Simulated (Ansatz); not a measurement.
# WS2 (layers cut from the bulk crystal): converging the G0W0 gap

Aim: see how the G0W0 gap of WS2 (layers cut from the bulk crystal) on PBE moves with empty bands and screening cutoff, and what each rung costs.

Calculated with Ansatz 0.2.0; G0W0 on PBE, plane waves, PAW; PAW set soft_1.

## 1. Starting point

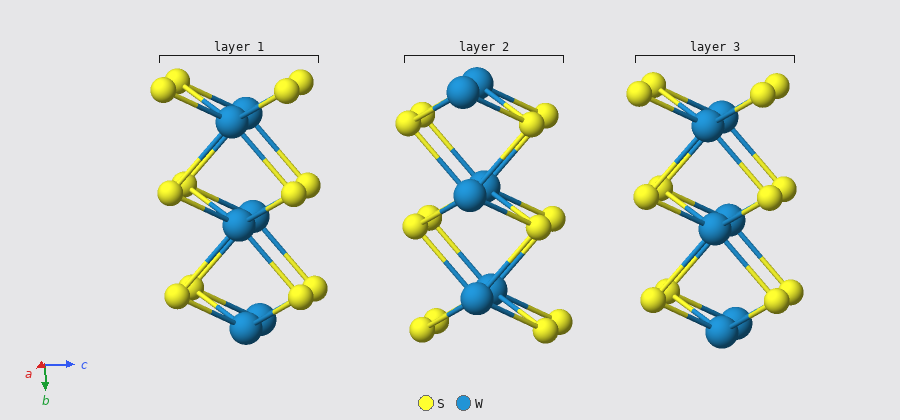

Start, viewed from the side, with the c axis across the page; sulfur yellow, tungsten blue. 2×3×1 cells are drawn.

The cell holds 9 atoms: 6 S and 3 W. Cell: a = 3.156 Å, b = 3.156 Å, c = 53.800 Å, α = 90.0°, β = 90.0°, γ = 120.0°. It derives from WS2. Regions: layer 1, 3 atoms (2 S and 1 W); layer 2, 3 atoms (2 S and 1 W); layer 3, 3 atoms (2 S and 1 W). Vacuum lies along c.

The structure was relaxed with PBE-D3(BJ). The runs that relaxed it are not among those shown. Spin-orbit coupling is left out unless a step names it. The Coulomb interaction is cut off across the vacuum.

## 2. 246 empty bands, screening to 38 eV

Now the one-shot GW correction: screening in the RPA, then the self-energy of the levels asked for. This step takes PAW set soft_1 files.

Input file input.yaml:

```yaml
crystal:
  lattice:
    - [3.1561069924, 0.0, 0.0]
    - [-1.5780534962, 2.7332688324, 0.0]
    - [0.0, 0.0, 53.8]
  atoms:
    - { symbol: S, position: [0.6666666667, 0.3333333333, 0.3577893293] }
    - { symbol: W, position: [0.3333333333, 0.6666666667, 0.3870972833] }
    - { symbol: S, position: [0.6666666667, 0.3333333333, 0.4163693837] }
    - { symbol: S, position: [0.3333333333, 0.6666666667, 0.4707397701] }
    - { symbol: W, position: [0.6666666667, 0.3333333333, 0.5] }
    - { symbol: S, position: [0.3333333333, 0.6666666667, 0.5292602299] }
    - { symbol: S, position: [0.6666666667, 0.3333333333, 0.5836306163] }
    - { symbol: W, position: [0.3333333333, 0.6666666667, 0.6129027167] }
    - { symbol: S, position: [0.6666666667, 0.3333333333, 0.6422106707] }
  periodic: [true, true, false]
kpoints:
  mp_grid: { grid: [9, 9, 1] }
hamiltonian:
  xc: pbe
  pseudopotentials: { kind: paw, azcp: { folder: soft_1 } }
scf:
  occupations: { method: fixed }
gw:
  n_empty_bands: 246
  ecut_chi: 38
  qp_bands: [v3, c3]
  qp_kpoints: band_edges
  screening: { model: contour_deformation }
```

Run with:

```bash
$ ansatz run input.yaml --threads 2 --pin off --max-ram 73728MiB --backend cuda --events-out ev --progress --plain --runs-dir out --devices 1 --max-vram 13GiB
```

Numbers of over 12 decimals in the logs are rounded to 6 here.

Log:

```text
GPUs: using 1 of 1 available (devices: 1).
Engine: ansatz 0.2.0, x86_64-unknown-linux-gnu
Pseudopotentials: kind: paw
Pseudopotential: S, paw, valence charge 6, recommended cutoff 420 eV (normal), soft_1/S.paw.azcp
Pseudopotential: W, paw, valence charge 14, recommended cutoff 420 eV (normal), soft_1/W.paw.azcp
Functional definition: PBE
  parameter kappa = 0.804
  parameter beta = 0.066725
  exchange = pbe_x(kappa = kappa, mu = beta*pi^2/3)
  correlation = pbe_c(beta = beta)
device memory: the entry about to start is reckoned to put 3.4 GiB on a device that reports 47.0 GiB free (of which the cap on the GPU budget leaves the run 13.0 GiB)
GPU FFT provider: cuFFT
GPU libraries: cuBLAS 13.8.2, cuFFT 12.4.0, cuSOLVER 12.3.4
Crystal: 9 atoms, lattice volume = 464.105 Å³
Basis set: ecut = 420 eV, 8963 PW (Γ)
Bands: 48, of which v1, the nominal top of the filled ones, is band 39 counted from 1 (38 counted from 0)
Symmetry: 12 space group operations
Space group: P-6m2 (ITA 187), of the structure as read, at distance tolerance 7.7e-5 Å
k-points: 12 of 81 (time reversal used)
Non-local potential: S, projectors of the file, l = 0: 2, l = 1: 2, l = 2: 1
Non-local potential: W, projectors of the file, l = 0: 3, l = 1: 2, l = 2: 2, l = 3: 1
PAW form: soft (Blöchl's): semilocal exchange-correlation on the pseudo side does not see the compensation charge
PAW one-centre angular grid: S, 110 points (default); XC on 64 Gauss nodes
PAW one-centre angular grid: W, 590 points (default); XC on 64 Gauss nodes
Initial density: superposition of atomic densities (neutral atoms: chi_scale 0, normalization atom)
Initial wavefunctions: pseudopotential atomic-orbital guess
GPU buffer pool allocated for 207360 grid points (all kernels)
GPU transforms: local potential and band sums: pruned to the plane-wave sphere, on 24×24×360
Functional: x = pbe(κ = 0.804, μ = 0.219515), c = pbe(β = 0.066725)
SCF iter   1: F=—  HF=-36578.630097 eV  |F-HF|=—  |Δ(HF+E_count)|=         —  Δρ=2.75e-2  dr2=3.92e0  ethr=3.10e-3  ⟨swp⟩=7.2  Hψ=3428  notcnv=0  defer=60
preconditioner: auto → Resta (q_TF=auto, 2.027 Å⁻¹)  ε∞=3.1  [insulator: Δε(μ)=1.225 eV  Ē_g=8.794 eV  n_scr=34 (ndim 8)  ℏωp=12.7 eV  f_vac=0.647  ε∞_Penn≈3.1  vacuum switching on, ρ_ref=5.6e-3 e/Å³]
SCF iter   2: F=—  HF=-36577.600514 eV  |F-HF|=—  |Δ(HF+E_count)|=    1.03e0  Δρ=1.17e-2  dr2=9.52e-1  ethr=3.10e-3  ⟨swp⟩=3.6  Hψ=1396  notcnv=0  defer=61
SCF iter   3: F=—  HF=-36577.473929 eV  |F-HF|=—  |Δ(HF+E_count)|=   1.27e-1  Δρ=7.05e-3  dr2=3.10e-1  ethr=1.22e-3  ⟨swp⟩=3.9  Hψ=1074  notcnv=0  defer=76
SCF iter   4: F=—  HF=-36577.431450 eV  |F-HF|=—  |Δ(HF+E_count)|=   4.25e-2  Δρ=2.02e-3  dr2=1.53e-2  ethr=3.97e-4  ⟨swp⟩=3.9  Hψ=1280  notcnv=0  defer=79
SCF iter   5: F=—  HF=-36577.431976 eV  |F-HF|=—  |Δ(HF+E_count)|=   5.26e-4  Δρ=3.00e-4  dr2=6.83e-4  ethr=1.96e-5  ⟨swp⟩=3.8  Hψ=1408  notcnv=0  defer=83
SCF iter   6: F=—  HF=-36577.432308 eV  |F-HF|=—  |Δ(HF+E_count)|=   3.32e-4  Δρ=2.01e-4  dr2=1.99e-3  ethr=8.76e-7  ⟨swp⟩=3.8  Hψ=1419  notcnv=0  defer=83
SCF iter   7: F=—  HF=-36577.432151 eV  |F-HF|=—  |Δ(HF+E_count)|=   1.57e-4  Δρ=7.63e-5  dr2=5.38e-5  ethr=8.76e-7  ⟨swp⟩=2.9  Hψ=885  notcnv=0  defer=83
SCF iter   8: F=—  HF=-36577.432150 eV  |F-HF|=—  |Δ(HF+E_count)|=   1.32e-6  Δρ=2.77e-5  dr2=7.66e-6  ethr=6.89e-8  ⟨swp⟩=3.8  Hψ=1229  notcnv=0  defer=81
SCF iter   9: F=—  HF=-36577.432150 eV  |F-HF|=—  |Δ(HF+E_count)|=   1.21e-7  Δρ=1.79e-5  dr2=4.66e-6  ethr=9.81e-9  ⟨swp⟩=3.2  Hψ=1119  notcnv=0  defer=81
SCF iter  10: F=—  HF=-36577.432149 eV  |F-HF|=—  |Δ(HF+E_count)|=   5.70e-7  Δρ=4.04e-6  dr2=2.29e-7  ethr=5.97e-9  ⟨swp⟩=2.5  Hψ=877  notcnv=0  defer=81
SCF iter  11: F=-36577.432149 eV  HF=-36577.432149 eV  |F-HF|=1.03e-9  |Δ(HF+E_count)|=   2.73e-8  Δρ=8.62e-7  dr2=3.62e-9  ethr=1.28e-10  ⟨swp⟩=21.0  Hψ=3513  notcnv=0
SCF 1 converged in 11 iterations: F = -36577.432149 eV  dr2 = 3.62e-9
  greatest PAW one-centre occupation: 0.999 electrons in one spin orbital (limit 2), on the W atom at site 7 (counted from 0), in its partial waves of l = 0
device memory: the entry about to start is reckoned to put 3.9 GiB (of the 4.1 GiB reckoned in all, the device holds 0.1 GiB already) on a device that reports 46.3 GiB free (of which the cap on the GPU budget leaves the run 12.9 GiB)
NSCF: frozen V_eff on 12 k-points
the band table was solved once the SCF had ended and its energy, with any forces and stress, was formed, with the checks that follow a solve (3194 applications of the Hamiltonian). They found nothing against the state; the energy, forces and stress were not computed again (output.eigenvalues in the input reference)
device memory: the entry about to start is reckoned to put 4.4 GiB on a device that reports 46.4 GiB free (of which the cap on the GPU budget leaves the run 13.0 GiB)
NSCF: frozen V_eff on 12 k-points
G₀W₀ screening: q 1/12
[... further progress lines ...]
device memory: the entry about to start is reckoned to put 1.4 GiB on a device that reports 35.8 GiB free (of which the cap on the GPU budget leaves the run 13.0 GiB)
NSCF: frozen V_eff on 1 k-points
SCF converged after 11 iterations
Free energy (F): -36577.432149 eV
Harris-Foulkes:  -36577.432149 eV  (|F-HF|=1.03e-9)
Internal energy: -36577.432149 eV  (E = F + TS)
E sigma→0 (E₀):  -36577.432149 eV
Fermi energy:    -5.130504 eV
--- Per-component energies (eV) ---
  E_band       = -1867.860718
  E_kinetic    = 1904.516761
  E_local      = -487716.150259  (includes V_loc(G=0)·N_el)
  E_nonlocal   = 131.592419
  E_hartree    = 242774.708618
  E_xc         = -1338.611250
  E_vxc        = -1193.362951  (∫ρ·V_xc dr)
  E_paw        = -29384.169212  (= ΣΔE_a)
  E_vpaw       = -543.867373  (= ΣTr[D̂ρ^β])
  E_aug_tail   = 0.000463  (compensation charges beyond the density's cutoff)
  E_ewald      = 237050.680311
  E_smearing   = -0.000000  (= −TS)
  E_closure    = -0.000000  (closes the sum)
  Σ components = -36577.432149   (vs F -36577.432149, Δ=0.00e0)
--- Band table (eV; the first three rows and the last of 12) ---
  k-point 0: bands = [... 35 lower, -7.0347, -6.1013, -5.4980, -5.1305, -2.7771, -2.7771, -2.7695, -2.7695, ... 5 higher]
  k-point 1: bands = [... 35 lower, -6.7100, -6.1258, -5.7061, -5.5002, -3.0872, -3.0224, -2.9251, -2.9029, ... 5 higher]
  k-point 2: bands = [... 35 lower, -6.9590, -6.4735, -6.3943, -6.3841, -3.6279, -3.3638, -3.1828, -3.0785, ... 5 higher]
  k-point 11: bands = [... 35 lower, -8.0279, -5.7924, -5.7023, -5.6203, -3.7675, -3.7547, -3.7545, -2.9149, ... 5 higher]
--- G₀W₀: contour deformation, 7 samples at zero and on the imaginary axis and 2 off it, 81 q-points, 246 empty bands' worth ---
  eigenvalues of the whole cell's RPA ε∞ on this k-mesh (on a slab, of 1 + 4πα/V) = 1.2823, 5.4058, 5.4058; static W/v taken at q = 0 is 0.325946
  gw.qp_kpoints: band_edges: 9 of 12 stored k-points solved, in 1 pass; an edge of the gap read off the rows below is read off those points alone
    valence top: of the k-points left out ik 8 came nearest to being solved in a further pass, in band 39 (counted from 1, as in the quasiparticle table): it holds the edge there only if its correction is more favourable than any solved in that band by at least 1.062 eV; those differ by 0.132 eV
    conduction bottom: of the k-points left out ik 3 came nearest to being solved in a further pass, in band 40 (counted from 1, as in the quasiparticle table): it holds the edge there only if its correction is more favourable than any solved in that band by at least 0.564 eV; those differ by 0.206 eV
    ik  band        ε_KS         Σx   Σc(E_QP)       V_xc       Z   E_QP_lin       E_QP  E_QP is
     0    37     -6.1013   -18.2685     1.4048   -17.0164  0.7541    -5.9489    -5.9486  root
     0    38     -5.4980   -18.8917     1.3071   -17.8347  0.7599    -5.2488    -5.2479  root
     0    39     -5.1305   -19.3087     1.0543   -18.5921  0.7628    -4.7941    -4.7929  root
     0    40     -2.7771   -13.7656    -3.6202   -18.3596  0.7617    -1.7818    -1.8033  root
     0    41     -2.7771   -13.7656    -3.6202   -18.3596  0.7617    -1.7818    -1.8033  root
     0    42     -2.7695   -13.7933    -3.5538   -18.3227  0.7570    -1.7706    -1.7939  root
     1    37     -6.1258   -18.5693     1.4497   -17.2951  0.7540    -5.9508    -5.9503  root
     1    38     -5.7061   -19.0434     1.4157   -17.8744  0.7583    -5.4603    -5.4595  root
     1    39     -5.5002   -19.2334     1.2222   -18.3177  0.7611    -5.1948    -5.1937  root
     1    40     -3.0872   -13.5347    -3.3981   -17.8091  0.7560    -2.1924    -2.2109  root
     1    41     -3.0224   -13.4662    -3.4218   -17.7780  0.7543    -2.1125    -2.1324  root
     1    42     -2.9251   -13.6399    -3.5555   -18.1224  0.7574    -1.9771    -1.9981  root
     2    37     -6.4735   -18.9619     1.6197   -17.5425  0.7512    -6.2739    -6.2733  root
     2    38     -6.3943   -19.0559     1.6177   -17.6437  0.7512    -6.1896    -6.1888  root
     2    39     -6.3841   -19.0575     1.5932   -17.6860  0.7537    -6.1632    -6.1624  root
     2    40     -3.6279   -13.2076    -3.3310   -17.3303  0.7647    -2.8241    -2.8363  root
     2    41     -3.3638   -13.3034    -3.3977   -17.5305  0.7597    -2.5192    -2.5344  root
     2    42     -3.1828   -14.3672    -3.4034   -18.6882  0.7557    -2.2454    -2.2651  root
     5    37     -6.2955   -19.0563     1.5646   -17.6969  0.7522    -6.0910    -6.0903  root
     5    38     -6.1522   -19.1923     1.5614   -17.8592  0.7539    -5.9248    -5.9240  root
     5    39     -6.1150   -19.1859     1.4774   -17.9643  0.7565    -5.8602    -5.8592  root
     5    40     -3.6571   -13.2537    -3.2179   -17.2720  0.7648    -2.8443    -2.8567  root
     5    41     -3.4295   -13.3710    -3.3060   -17.5211  0.7604    -2.5700    -2.5853  root
     5    42     -3.1733   -13.6658    -3.4420   -17.9964  0.7586    -2.2664    -2.2847  root
[...]
10    41     -3.2705   -15.6375    -3.3957   -19.9568  0.7543    -2.3271    -2.3469  root
    10    42     -3.1998   -15.8574    -3.4298   -20.2261  0.7549    -2.2401    -2.2609  root
    11    37     -5.7924   -18.5846     0.9735   -17.8705  0.7624    -5.5337    -5.5329  root
    11    38     -5.7023   -18.7623     0.9387   -18.0958  0.7602    -5.4311    -5.4302  root
    11    39     -5.6203   -18.9641     0.9201   -18.3543  0.7623    -5.3111    -5.3100  root
    11    40     -3.7675   -15.8481    -3.1433   -19.9093  0.7652    -2.8343    -2.8496  root
    11    41     -3.7547   -15.8442    -3.1344   -19.9141  0.7610    -2.8022    -2.8192  root
    11    42     -3.7545   -15.8476    -3.1345   -19.9176  0.7610    -2.8020    -2.8190  root
```

Wall time 56 s (1 × NVIDIA H100 80GB HBM3 (shared by 6 runs) with 2 threads of AMD EPYC 7R13 (Zen 3), shared host); peak memory 1.9 GiB; 77 s of CPU time.

Reading the cycles: dr2 is the Hartree energy of the density residual (eV), the measure of convergence; HF is the Harris–Foulkes estimate of the energy, which meets the free energy F at convergence.

Numbers from this step:

```yaml
bands_summed: 285
plane_waves_in_the_screening_matrix: 277
q_points_in_the_mesh: 81
g0w0_gap_on_the_mesh: 1.670 eV
k_of_the_valence_top: 0, 0, 0
k_of_the_conduction_bottom: 0.1111, 0.2222, 0
starting_gap_on_the_mesh: 1.233 eV
z_at_the_valence_top: 0.7628
z_at_the_conduction_bottom: 0.7675
least_direct_g0w0_gap_on_the_computed_points: 2.460 eV
```

The gap on the mesh goes from 1.23 eV to 1.67 eV, a correction of +0.44 eV. Between the two edge states, bare exchange in place of the xc potential would open the gap by 4.72 eV, and correlation takes back 4.28 eV.

## 3. 617 empty bands, screening to 70 eV

Bands and screening cutoff are moved together, since each hides the error of the other.

Changes to input.yaml since step 2:

```diff
@@ -23,5 +23,6 @@
   occupations: { method: fixed }
+  convergence: { dr2_threshold: 1.0e-10 }
 gw:
-  n_empty_bands: 246
-  ecut_chi: 38
+  n_empty_bands: 617
+  ecut_chi: 70.0
   qp_bands: [v3, c3]
```

Log:

```text
GPUs: using 1 of 1 available (devices: 1).
[...]
GPU FFT provider: cuFFT
GPU libraries: cuBLAS 13.8.2, cuFFT 12.4.0, cuSOLVER 12.3.4
Crystal: 9 atoms, lattice volume = 464.105 Å³
Basis set: ecut = 420 eV, 8963 PW (Γ)
Bands: 48, of which v1, the nominal top of the filled ones, is band 39 counted from 1 (38 counted from 0)
[... 1 set-up line as in the run before ...]
[...]
k-points: 12 of 81 (time reversal used)
[...]
GPU buffer pool allocated for 207360 grid points (all kernels)
[...]
SCF iter   1: F=—  HF=-36578.630097 eV  |F-HF|=—  |Δ(HF+E_count)|=         —  Δρ=2.75e-2  dr2=3.92e0  ethr=3.10e-3  ⟨swp⟩=7.2  Hψ=3428  notcnv=0  defer=60
[...]
SCF iter  14: F=-36577.432149 eV  HF=-36577.432149 eV  |F-HF|=3.49e-10  |Δ(HF+E_count)|=  2.04e-10  Δρ=7.76e-8  dr2=4.78e-11  ethr=1.00e-12  ⟨swp⟩=20.2  Hψ=3243  notcnv=0
SCF 1 converged in 14 iterations: F = -36577.432149 eV  dr2 = 4.78e-11
[...]
NSCF: frozen V_eff on 12 k-points
[...]
G₀W₀ screening: q 1/12
[... further progress lines ...]
[...]
SCF converged after 14 iterations
Free energy (F): -36577.432149 eV
[...]
Internal energy: -36577.432149 eV  (E = F + TS)
E sigma→0 (E₀):  -36577.432149 eV
Fermi energy:    -5.130418 eV
[...]
--- Band table (eV; the first three rows and the last of 12) ---
  k-point 0: bands = [... 35 lower, -7.0346, -6.1012, -5.4979, -5.1304, -2.7770, -2.7770, -2.7694, -2.7694, ... 5 higher]
  k-point 1: bands = [... 35 lower, -6.7099, -6.1257, -5.7060, -5.5001, -3.0871, -3.0223, -2.9250, -2.9028, ... 5 higher]
  k-point 2: bands = [... 35 lower, -6.9589, -6.4734, -6.3942, -6.3840, -3.6278, -3.3637, -3.1827, -3.0784, ... 5 higher]
  k-point 11: bands = [... 35 lower, -8.0278, -5.7923, -5.7023, -5.6202, -3.7674, -3.7546, -3.7545, -2.9148, ... 5 higher]
[...]
0    37     -6.1012   -18.2685     1.1130   -17.0164  0.7473    -6.2406    -6.2403  root
     0    38     -5.4979   -18.8917     0.9766   -17.8347  0.7520    -5.5783    -5.5782  root
     0    39     -5.1304   -19.3087     0.7069   -18.5921  0.7543    -5.1402    -5.1402  root
     0    40     -2.7770   -13.7656    -3.9626   -18.3596  0.7537    -2.1376    -2.1457  root
     0    41     -2.7770   -13.7656    -3.9626   -18.3596  0.7537    -2.1376    -2.1457  root
     0    42     -2.7694   -13.7933    -3.8951   -18.3227  0.7489    -2.1263    -2.1351  root
     1    37     -6.1257   -18.5693     1.1494   -17.2951  0.7470    -6.2507    -6.2505  root
     1    38     -5.7060   -19.0434     1.0869   -17.8744  0.7504    -5.7883    -5.7881  root
[...]
11    39     -5.6202   -18.9641     0.5771   -18.3543  0.7547    -5.6529    -5.6529  root
    11    40     -3.7674   -15.8481    -3.5104   -19.9093  0.7571    -3.2118    -3.2166  root
    11    41     -3.7546   -15.8442    -3.4989   -19.9141  0.7530    -3.1780    -3.1836  root
    11    42     -3.7545   -15.8476    -3.4989   -19.9176  0.7530    -3.1778    -3.1834  root
```

Run time: 1.9 min. Hardware: 1 × NVIDIA H100 80GB HBM3 (shared by 6 runs) with 2 threads; peak memory 3.4 GiB; 2.5 min of CPU time.

Numbers from this step:

* bands summed: 656
* plane waves in the screening matrix: 601
* q-points in the mesh: 81
* G0W0 gap on the mesh: 1.718 eV
* k of the valence top: 0, 0, 0
* k of the conduction bottom: 0.1111, 0.2222, 0
* starting gap on the mesh: 1.233 eV
* Z at the valence top: 0.7543
* Z at the conduction bottom: 0.7605
* least direct G0W0 gap on the computed points: 2.436 eV

Against the run with 9×9×1 mesh, 246 empty bands, screening to 38 eV, PAW set soft_1 files, the gap moves by +0.05 eV.

## 4. Convergence and cost

Times are wall times on 1 × NVIDIA H100 80GB HBM3 (shared by 6 runs) with 2 threads of AMD EPYC 7R13 (Zen 3), shared host, good to a factor of about two.

```csv
mesh,files,frequency,bands summed,cutoff (eV),start (eV),G0W0 (eV),time,host memory (GiB)
9×9×1,PAW set soft_1,contour deformation,285,38,1.233,1.670,56 s,1.9
9×9×1,PAW set soft_1,contour deformation,656,70,1.233,1.718,1.9 min,3.4
```

The parts of the quasiparticle energy at the two band edges (eV; QP = start + Σx + Σc − Vxc):

```csv
run,edge,start,Σx,Σc,Vxc,Z,QP
285 bands,valence top,-5.13,-19.31,1.05,-18.59,0.76,-4.79
285 bands,conduction bottom,-3.90,-13.32,-3.22,-17.32,0.77,-3.12
656 bands,valence top,-5.13,-19.31,0.71,-18.59,0.75,-5.14
656 bands,conduction bottom,-3.90,-13.32,-3.52,-17.32,0.76,-3.42
```

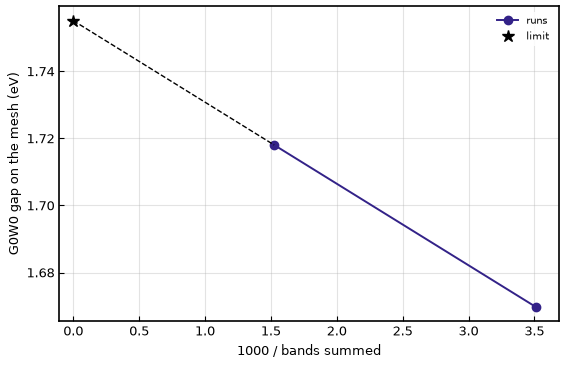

The gap against one over the number of bands; the dashed line carries the two highest rungs to the limit.

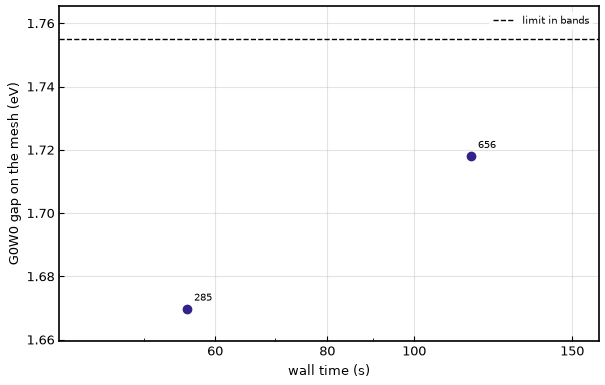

Result against wall time.

## 5. Outcome

```
285 bands, 38 eV                    : 1.670 eV
656 bands, 70 eV                    : 1.718 eV
estimated limit in bands and cutoff : 1.76 eV
mesh and start                      : 9×9×1, PBE
```

In words: A line in one over the bands through the two rungs gives 1.76 eV, +0.04 eV from the top rung; with two points alone it is an unchecked estimate. The rungs stand 0.09 eV (285 bands) and 0.04 eV (656 bands) from it. From 285 to 656 bands the gap moves by +0.05 eV while the time grows 2.1-fold. Σc changes by −0.35 eV at the valence top and −0.30 eV at the conduction bottom, so the levels themselves move more than the gap between them. The 9×9×1 mesh misses a band edge: over a band path and its finer mesh (run apart) the PBE gap is 1.13 eV, so the G0W0 gap over the zone may lie about 0.10 eV below its value on the mesh. The mesh in the plane is coarse for a sheet; gap and any exciton binding can still move on denser ones. The many-body steps are scalar-relativistic: spin-orbit coupling is not in them.

[Paths, hosts, dates, memory and timing lines, banners, echoed tables and standing remarks are left out of the program output.]

[Logs are printed without paths, hosts, clocks, repeated set-up lines and the standing remarks that a program may print on its own settings, such as how far it seeks lower states.]

[Runs of the session that timed out or met a known fault of the program may be left out.]

[Cells called generated may have been cut or substituted from an entry of the Crystallography Open Database or the Materials Project.]

[Hosts, paths, dates, database ids (printed as entryN), source tags and the programs' standing remarks are cut or masked in the printed files.]
